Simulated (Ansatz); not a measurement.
## What a change does: single-point calculation on CuO

System: CuO (Cc, 4 atoms in the cell).
Method of run 1: Kohn-Sham DFT of a periodic cell, r2SCAN, Ansatz PAW, no spin polarisation (Ansatz 0.2.0).

The structure derives from an entry of the Crystallography Open Database. Text and figures count atoms from 1; the logs count them from 0 in places.

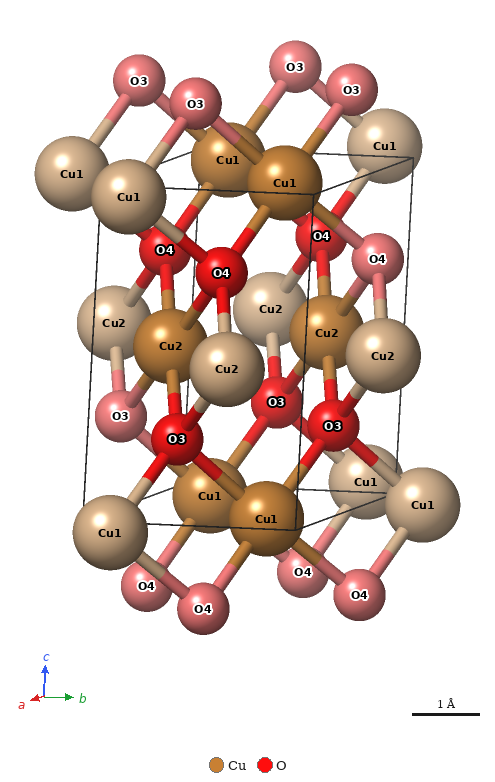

**Figure 1.** The structure (ball-and-stick view of the cell 2 times as large as that of the calculation, set on its symmetry axes, seen slightly off an axis; neighbours outside the cell are drawn fainter; atoms are numbered from 1 in the order of the input). Near neighbours in the crystal (not all of them lie inside the picture): Cu has 4 O at 1.87 to 1.98 Å; O has 4 Cu at 1.87 to 1.98 Å.

### The input, run 1
```yaml
crystal:
  lattice:
    - [2.2967863347, -1.6784226623, 0.0]
    - [2.2967863347, 1.6784226623, 0.0]
    - [-0.8429827377, 0.0, 4.9561566325]
  atoms:
    - { symbol: Cu, position: [0.0032, 0.4968, 0.0] }
    - { symbol: Cu, position: [0.4968, 0.0032, 0.5] }
    - { symbol: O, position: [0.5714, 0.4056, 0.2537] }
    - { symbol: O, position: [0.4056, 0.5714, 0.7537] }
hamiltonian:
  xc: r2scan
  pseudopotentials: { kind: paw }
kpoints:
  mp_grid: { grid: [10, 10, 5] }
scf:
  occupations: { method: fermi_dirac, width: 0.05 }
output:
  forces: true
  stress: true
  eigenvalues: true
```

Command:
```bash
ansatz run input.yaml --threads 2 --pin off --max-ram 5632MiB --backend cpu --events-out ev --progress --plain --runs-dir out
```

Hardware: 2 threads of Arm Neoverse V1, 24 GiB of memory available, shared host.

### Output, shortened to warnings, some set-up lines, iterations and results (run 1)
```
Basis set: ecut = 500 eV, 959 PW (Γ), exchange–correlation on 96×96×160 points (64 copies of the dense FFT grid, shifted against one another)
Symmetry: 2 space group operations
k-points: 141 of 500 (time reversal used)
Initial density: superposition of atomic densities (neutral atoms: chi_scale 0, normalization atom), corrected by the library's trained network
[...]
SCF iter   1: F=—  HF=-14397.050591 eV  |F-HF|=—  |Δ(HF+E_count)|=         —  Δρ=2.53e-2  dr2=1.24e-1  dr2_τ=9.61e-2  ethr=1.77e-3  ⟨swp⟩=5.7  Hψ=14620  notcnv=0
SCF iter   2: F=—  HF=-14397.070749 eV  |F-HF|=—  |Δ(HF+E_count)|=   2.02e-2  Δρ=9.07e-3  dr2=2.64e-2  dr2_τ=2.30e-3  ethr=2.49e-4  ⟨swp⟩=2.5  Hψ=8505  notcnv=0
SCF iter   3: F=—  HF=-14397.063559 eV  |F-HF|=—  |Δ(HF+E_count)|=   7.19e-3  Δρ=8.24e-3  dr2=1.48e-2  dr2_τ=7.53e-4  ethr=5.28e-5  ⟨swp⟩=2.4  Hψ=7694  notcnv=0
SCF iter   4: F=—  HF=-14397.061624 eV  |F-HF|=—  |Δ(HF+E_count)|=   1.94e-3  Δρ=3.57e-3  dr2=3.34e-3  dr2_τ=1.06e-4  ethr=2.97e-5  ⟨swp⟩=1.0  Hψ=4238  notcnv=0
SCF iter   5: F=—  HF=-14397.061026 eV  |F-HF|=—  |Δ(HF+E_count)|=   5.97e-4  Δρ=8.12e-4  dr2=2.52e-4  dr2_τ=1.30e-5  ethr=6.69e-6  ⟨swp⟩=2.8  Hψ=6745  notcnv=0
SCF iter   6: F=—  HF=-14397.061056 eV  |F-HF|=—  |Δ(HF+E_count)|=   2.94e-5  Δρ=2.22e-4  dr2=2.49e-5  dr2_τ=6.65e-7  ethr=5.04e-7  ⟨swp⟩=2.7  Hψ=6804  notcnv=0
SCF iter   7: F=—  HF=-14397.061056 eV  |F-HF|=—  |Δ(HF+E_count)|=   2.59e-7  Δρ=9.53e-5  dr2=2.42e-6  dr2_τ=1.27e-7  ethr=4.98e-8  ⟨swp⟩=2.0  Hψ=6217  notcnv=0
SCF iter   8: F=—  HF=-14397.061056 eV  |F-HF|=—  |Δ(HF+E_count)|=   1.50e-7  Δρ=2.35e-5  dr2=2.07e-7  dr2_τ=5.99e-9  ethr=4.84e-9  ⟨swp⟩=1.0  Hψ=4249  notcnv=0
SCF iter   9: F=-14397.061056 eV  HF=-14397.061056 eV  |F-HF|=5.06e-10  |Δ(HF+E_count)|=   1.52e-8  Δρ=6.46e-6  dr2=9.44e-9  dr2_τ=5.28e-10  ethr=2.00e-10  ⟨swp⟩=4.0  …
SCF 1 converged in 9 iterations: F = -14397.061056 eV  dr2 = 9.44e-9
SCF converged after 9 iterations
Free energy (F): -14397.061056 eV
Harris-Foulkes:  -14397.061056 eV  (|F-HF|=5.06e-10)
Internal energy: -14397.043486 eV  (E = F + TS)
E sigma→0 (E₀):  -14397.052271 eV
Entropy (-TS):   -0.017570 eV (-4.393 meV/atom)
Fermi energy:    13.297354 eV
--- Per-component energies (eV) ---
  E_band       = -871.247638
  E_kinetic    = 948.178965
  E_local      = -9467.477588  (includes V_loc(G=0)·N_el)
  E_nonlocal   = 889.158929
  E_hartree    = 4118.026633
  E_xc         = -313.113423
  E_vxc        = -457.487149  (∫ρ·V_xc dr)
  E_paw        = -3673.509045  (= ΣΔE_a)
  E_vpaw       = -1050.060255  (= ΣTr[D̂ρ^β])
  E_aug_tail   = 0.002379  (compensation charges beyond the density's cutoff)
  E_vtau       = 30.377486  (kinetic-family band-sum trace: ∫τ·v_τ [+ j·A + Jᵃ·Aᵃ] dr)
  E_ewald      = -6897.644238
  E_core_change = -0.666098  (= ΣΔE_core)
  E_smearing   = -0.017570  (= −TS)
  E_closure    = -0.000000  (closes the sum)
  Σ components = -14397.061056   (vs F -14397.061056, Δ=0.00e0)
--- Forces (eV/Å), atoms counted from 1 ---
  atom   1  Cu    -0.76250559     0.44450780     0.30937754
  atom   2  Cu    -0.76250559    -0.44450780     0.30937754
  atom   3  O      0.76250206     0.12394725    -0.30936995
  atom   4  O      0.76250206    -0.12394725    -0.30936995
  max |Σ_I F_I| component: 1.52e-5 eV/Å
--- Stress (GPa, compression-positive) ---
       11.649222      -0.000000      -3.047498
       -0.000000      10.220597       0.000000
       -3.047498       0.000000      12.755574
  P = ⅓ Tr σ = 11.5418 GPa (115.418 kbar)
```

The input of run 2 differs as follows (lines with − go, lines with + come):
```diff
-    - [2.2967863347, -1.6784226623, 0.0]
-    - [2.2967863347, 1.6784226623, 0.0]
-    - [-0.8429827377, 0.0, 4.9561566325]
+    - [2.3601776944, -1.7247471694, 0.0]
+    - [2.3601776944, 1.7247471694, 0.0]
+    - [-0.8662490821, 0.0, 5.0929466782]
```

What does this change do to the results?

With the same functional and potentials, run 2 lies 14.2 meV per atom lower. The pressure goes from 11.54 to −4.72 GPa. The largest force goes from 0.935 to 0.721 eV/Å. The volume per atom goes from 9.55 to 10.37 Å³. The cell is scaled evenly with the atoms at fixed fractional positions, so −ΔP/Δ ln V estimates the bulk modulus midway between the two volumes: about 200 GPa. The number of SCF iterations is the same. The plane waves at Γ go from 959 to 1071.

### Output, shortened to warnings, some set-up lines, iterations and results (run 2)
```
Basis set: ecut = 500 eV, 1071 PW (Γ), exchange–correlation on 96×96×160 points (64 copies of the dense FFT grid, shifted against one another)
Symmetry: 2 space group operations
k-points: 141 of 500 (time reversal used)
Initial density: superposition of atomic densities (neutral atoms: chi_scale 0, normalization atom), corrected by the library's trained network
[...]
SCF iter   1: F=—  HF=-14397.114041 eV  |F-HF|=—  |Δ(HF+E_count)|=         —  Δρ=2.44e-2  dr2=1.26e-1  dr2_τ=7.85e-2  ethr=1.77e-3  ⟨swp⟩=5.7  Hψ=14640  notcnv=0
SCF iter   2: F=—  HF=-14397.128194 eV  |F-HF|=—  |Δ(HF+E_count)|=   1.42e-2  Δρ=9.21e-3  dr2=2.94e-2  dr2_τ=2.20e-3  ethr=2.52e-4  ⟨swp⟩=2.3  Hψ=8271  notcnv=0
SCF iter   3: F=—  HF=-14397.120444 eV  |F-HF|=—  |Δ(HF+E_count)|=   7.75e-3  Δρ=7.98e-3  dr2=1.50e-2  dr2_τ=8.48e-4  ethr=5.89e-5  ⟨swp⟩=2.2  Hψ=7115  notcnv=0
SCF iter   4: F=—  HF=-14397.118656 eV  |F-HF|=—  |Δ(HF+E_count)|=   1.79e-3  Δρ=3.60e-3  dr2=3.77e-3  dr2_τ=1.16e-4  ethr=3.00e-5  ⟨swp⟩=1.0  Hψ=4238  notcnv=0
SCF iter   5: F=—  HF=-14397.117938 eV  |F-HF|=—  |Δ(HF+E_count)|=   7.18e-4  Δρ=8.49e-4  dr2=3.29e-4  dr2_τ=1.31e-5  ethr=7.55e-6  ⟨swp⟩=2.8  Hψ=6704  notcnv=0
SCF iter   6: F=—  HF=-14397.117968 eV  |F-HF|=—  |Δ(HF+E_count)|=   3.05e-5  Δρ=2.38e-4  dr2=2.90e-5  dr2_τ=7.94e-7  ethr=6.58e-7  ⟨swp⟩=2.5  Hψ=6714  notcnv=0
SCF iter   7: F=—  HF=-14397.117964 eV  |F-HF|=—  |Δ(HF+E_count)|=   4.98e-6  Δρ=1.04e-4  dr2=3.24e-6  dr2_τ=1.36e-7  ethr=5.80e-8  ⟨swp⟩=2.2  Hψ=6308  notcnv=0
SCF iter   8: F=—  HF=-14397.117964 eV  |F-HF|=—  |Δ(HF+E_count)|=   2.74e-7  Δρ=2.46e-5  dr2=2.68e-7  dr2_τ=6.83e-9  ethr=6.49e-9  ⟨swp⟩=1.0  Hψ=4230  notcnv=0
SCF iter   9: F=-14397.117964 eV  HF=-14397.117964 eV  |F-HF|=1.03e-9  |Δ(HF+E_count)|=   1.71e-8  Δρ=6.89e-6  dr2=1.22e-8  dr2_τ=6.88e-10  ethr=2.00e-10  ⟨swp⟩=4.0  Hψ=14241 …
SCF 1 converged in 9 iterations: F = -14397.117964 eV  dr2 = 1.22e-8
SCF converged after 9 iterations
Free energy (F): -14397.117964 eV
Harris-Foulkes:  -14397.117964 eV  (|F-HF|=1.03e-9)
Internal energy: -14397.099304 eV  (E = F + TS)
E sigma→0 (E₀):  -14397.108634 eV
Entropy (-TS):   -0.018660 eV (-4.665 meV/atom)
Fermi energy:    11.603402 eV
--- Per-component energies (eV) ---
  E_band       = -936.506833
  E_kinetic    = 942.831348
  E_local      = -9769.637022  (includes V_loc(G=0)·N_el)
  E_nonlocal   = 889.497583
  E_hartree    = 4238.731001
  E_xc         = -310.972599
  E_vxc        = -454.479252  (∫ρ·V_xc dr)
  E_paw        = -3674.503492  (= ΣΔE_a)
  E_vpaw       = -1052.507453  (= ΣTr[D̂ρ^β])
  E_aug_tail   = 0.002295  (compensation charges beyond the density's cutoff)
  E_vtau       = 30.317186  (kinetic-family band-sum trace: ∫τ·v_τ [+ j·A + Jᵃ·Aᵃ] dr)
  E_ewald      = -6712.382320
  E_core_change = -0.666098  (= ΣΔE_core)
  E_smearing   = -0.018660  (= −TS)
  E_closure    = 0.000000  (closes the sum)
  Σ components = -14397.117964   (vs F -14397.117964, Δ=0.00e0)
--- Forces (eV/Å), atoms counted from 1 ---
  atom   1  Cu    -0.56556612     0.29738211     0.22002181
  atom   2  Cu    -0.56556612    -0.29738211     0.22002181
  atom   3  O      0.56555942     0.38988769    -0.22001199
  atom   4  O      0.56555942    -0.38988769    -0.22001199
  max |Σ_I F_I| component: 1.96e-5 eV/Å
--- Stress (GPa, compression-positive) ---
       -5.311094       0.000000      -0.642898
        0.000000      -2.375916       0.000000
       -0.642898       0.000000      -6.458617
  P = ⅓ Tr σ = -4.7152 GPa (-47.152 kbar)
```

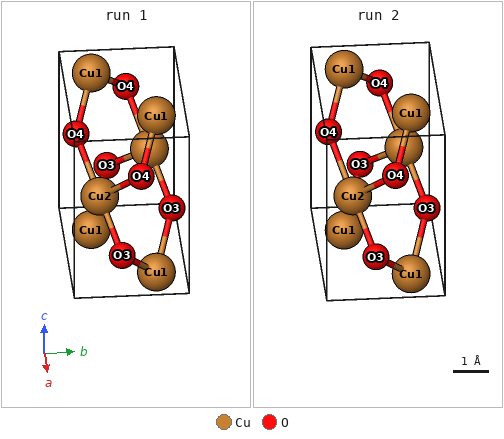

**Figure 2.** The two input geometries at one scale (ball-and-stick view of the cell 2 times as large as that of the calculation, set on its symmetry axes, seen at an oblique angle). The atoms keep their places relative to the cell (all moves are under 0.005 Å). The drawn cell changes as follows: a 4.594 → 4.720 Å (+2.8 %), b 3.357 → 3.449 Å (+2.8 %), c 5.027 → 5.166 Å (+2.8 %); the volume changes by +8.5 %. Among the contacts that change: Cu1–O3 1.977 → 2.032 Å, Cu1–O4 1.937 → 1.990 Å.

### The two runs side by side

| quantity | run 1 | run 2 |
| --- | --- | --- |
| outcome | converged | converged |
| free energy per atom (eV) | −3599.2653 | −3599.2795 |
| energy per atom, smearing taken to zero (eV) | −3599.2631 | −3599.2772 |
| gap on the mesh (eV) | 0.00 | 0.00 |
| pressure (GPa) | 11.54 | −4.72 |
| volume per atom (Å³) | 9.55 | 10.37 |
| largest force (eV/Å) | 0.935 | 0.721 |
| SCF iterations | 9 | 9 |
| irreducible k-points | 141 | 141 |
| plane waves at Γ | 959 | 1071 |
| wall time (shared host) | 16 s | 20 s |

For both runs: The run has no spin polarisation, so a magnetic state may lie lower. For run 1: The cell is under a pressure of 11.5 GPa at this level, so it is not at its equilibrium volume.
